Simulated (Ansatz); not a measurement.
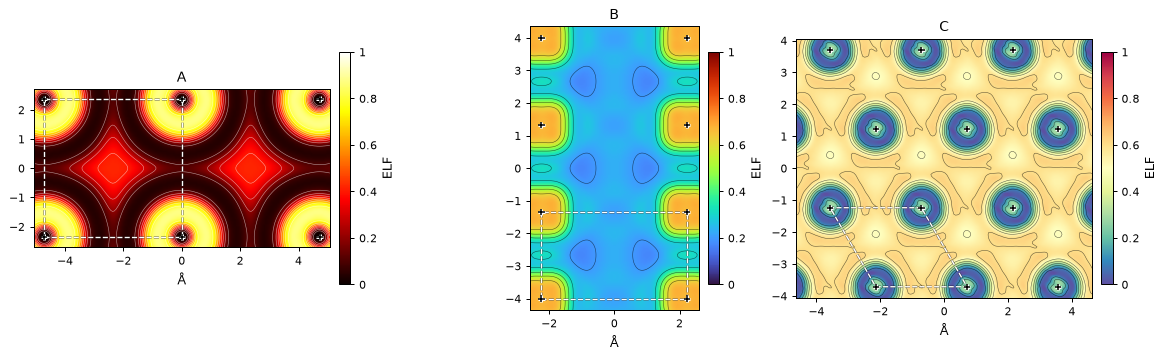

The electron localisation function of 3 systems, each on a plane through atoms (crosses mark nuclei in the plane).

Computed with Ansatz 0.2.0, DFT, PBEsol, plane waves (420 eV) with PAW, scalar-relativistic.

System 1: Rb, the (100) plane of the conventional cell. Space group Pm-3m; set up as Rb, simple cubic; a generated structure, not necessarily the stable one; changed on purpose from its base cell (volume × 1.12); computed without spin polarisation.

System 2: Al, the (001) plane of the conventional cell. Space group P6₃/mmc; set up as Al, hcp; a generated structure, not necessarily the stable one.

```cif
data_structure
_symmetry_space_group_name_H-M 'P 1'
_symmetry_Int_Tables_number 1
_cell_length_a 2.8575
_cell_length_b 2.8575
_cell_length_c 4.6104
_cell_angle_alpha 90.000
_cell_angle_beta 90.000
_cell_angle_gamma 120.000
_cell_volume 32.60
loop_
_atom_site_label
_atom_site_type_symbol
_atom_site_fract_x
_atom_site_fract_y
_atom_site_fract_z
_atom_site_occupancy
Al1 Al 0.33333 0.66667 0.25000 1
Al2 Al 0.66667 0.33333 0.75000 1
```

System 3: Pt, the (100) plane of the conventional cell. Space group P6/mmm; set up as Pt, omega (AlB2-type); a generated structure, not necessarily the stable one.

```
CELL_PARAMETERS angstrom
4.47341 0.00000 0.00000
-2.23670 3.87409 0.00000
0.00000 0.00000 2.66677
ATOMIC_POSITIONS crystal
Pt 0.00000 0.00000 0.00000
Pt 0.33333 0.66667 0.50000
Pt 0.66667 0.33333 0.50000
```

Question: Match each panel to its system.

Answer: Panel A is system 1, Rb: the plane holds Rb. Rb–Rb (4.72 Å): the ELF is about 0.10 at the midpoint: no shared electron pair shows on this line. Panel B is system 3, Pt: the plane holds Pt. Pt–Pt (2.67 Å): the ELF is about 0.30 at the midpoint (no shared electron pair shows on this line). Panel C is system 2, Al: the plane holds Al. Al–Al (2.86 Å): the ELF peaks at about 0.65 between the atoms.
